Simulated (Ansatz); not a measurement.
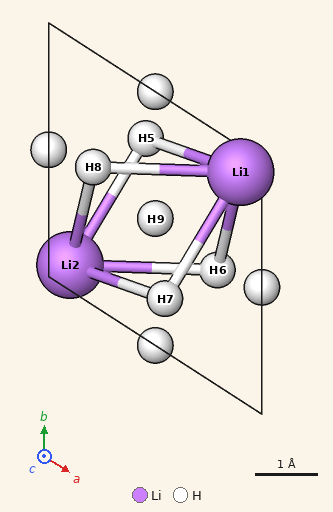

Starting structure of a crystal of Li2H7 (a generated structure, set up in C2/m) (coarse preliminary run). The picture is a ball-and-stick view of the cell of the calculation, seen along the c axis.

Method: Ansatz 0.2.0, DFT PBE, scalar-relativistic, plane waves, PAW.

Input
```yaml
crystal:
  lattice:
    - [2.05500986, -3.62459345, 0.0]
    - [2.05500986, 3.62459345, 0.0]
    - [-1.52334137, 0.0, 5.29905459]
  atoms:
    - { symbol: Li, position: [0.89964999, 0.89964999, 0.23185801] }
    - { symbol: Li, position: [0.10035001, 0.10035001, 0.76814199] }
    - { symbol: H, position: [0.5, 0.0, 0.5] }
    - { symbol: H, position: [0.0, 0.5, 0.5] }
    - { symbol: H, position: [0.4551, 0.79115304, 0.84506399] }
    - { symbol: H, position: [0.79115304, 0.4551, 0.84506399] }
    - { symbol: H, position: [0.5449, 0.20884696, 0.15493601] }
    - { symbol: H, position: [0.20884696, 0.5449, 0.15493601] }
    - { symbol: H, position: [0.5, 0.5, 0.5] }
basis:
  ecutwfc: 420
kpoints:
  mp_grid: { grid: [6, 6, 4] }
hamiltonian:
  xc: pbe
scf:
  occupations: { method: gaussian, width: 0.1 }
  lower_state_search: "off"
output:
  forces: true
  stress: true
  eigenvalues: true
relax:
  adjacent_minimum: "off"
  f_tol: 0.04
  max_steps: 70
  cell: { stress_tol: 0.4 }
```

Command:
```bash
ansatz run input.yaml --threads 1 --pin off --max-ram 2560MiB --backend cpu --events-out ev --progress --plain --runs-dir out
```

**Where does the relaxation end?**

The largest moves relative to the cell, 0.77 Å, are those of H5, H6, H7 and H8. H7 goes along [−2 0 −1]. Largest moves by element: H 0.77 Å, Li 0.40 Å. Cell: a = b 4.167 → 3.335 Å (−20.0 %), c 5.514 → 5.549 Å (+0.6 %), α 97.8° → 99.1°, β 97.8° → 99.1°, γ 120.9° → 96.4°. Volume −24.6 %. Among the contacts that change: H5–H6 2.436 → 0.830 Å, Li1–H7 2.403 → 3.117 Å, Li1–H3 2.523 → 1.930 Å, Li1–Li2 2.842 → 2.277 Å. New bonds form: Li1–H3 (2.52 → 1.93 Å), Li1–H4 (2.52 → 1.93 Å), Li2–H3 (2.52 → 1.93 Å), Li2–H4 (2.52 → 1.93 Å). The space group stays C2/m (No. 12). Over 19 accepted moves (21 points after the start) the energy falls by 693 meV per atom. The largest force component goes from 0.21 to 0.011 eV/Å. The pressure goes from −12.12 to −0.03 GPa. The line search rejected the trial step at point 19 of the run. At 1 point the geometry stayed and the basis and grid were re-selected for the new cell (energy shift of less than 0.05 meV per atom at most each time).

Step by step:

```
step  E − E(0), meV/atom  largest force component, eV/Å  pressure, GPa  volume, Å³/atom                      note
   0                0.00                         0.2057         -12.12            8.771                          
   1              -82.70                         0.2104         -11.72            7.763                          
   2             -153.61                         0.2507         -10.46            6.901                          
   3             -215.42                         0.5103          -8.34            6.233                          
   4             -291.06                         0.9503          -5.94            5.775                          
   5             -391.19                         1.3903          -3.28            5.424                          
   6             -497.61                         1.5397           0.17            5.126                          
   7             -609.51                         0.6620           5.94            5.014                          
   8             -619.42                         2.2650           6.90            5.539                          
   9             -641.05                         0.5277          -3.02            6.384                          
  10             -658.00                         0.3754           0.34            5.930                          
  11             -675.28                         0.1287           1.99            6.018                          
  12             -685.28                         0.2595           2.01            6.173                          
  13             -686.89                         0.3412          -0.10            6.592                          
  14             -690.90                         0.0367          -0.39            6.708                          
  15             -691.38                         0.0266          -0.13            6.606                          
  16             -691.71                         0.0274           0.03            6.572                          
  17             -692.53                         0.0541           0.42            6.442                          
  18             -693.05                         0.0241           0.16            6.553                          
  19             -692.49                         0.0651           0.31            6.596                  rejected
  20             -693.09                         0.0103          -0.05            6.617                          
  21             -693.12                         0.0108          -0.03            6.617  same geometry, new basis
```

The structure at the end:

```
CELL_PARAMETERS angstrom
2.22256 -2.48496 0.06547
2.22256 2.48496 0.06547
-1.47873 0.00000 5.34815
ATOMIC_POSITIONS crystal
Li 0.97357 0.97357 0.29078
Li 0.02643 0.02643 0.70922
H 0.50000 0.00000 0.50000
H 0.00000 0.50000 0.50000
H 0.64548 0.81245 0.94750
H 0.81245 0.64548 0.94750
H 0.35452 0.18754 0.05250
H 0.18754 0.35452 0.05250
H 0.50000 0.50000 0.50000
```

After the run, drawn alike:

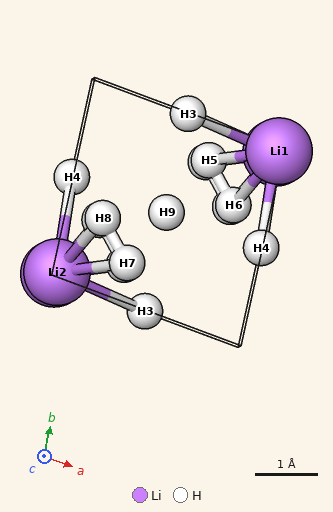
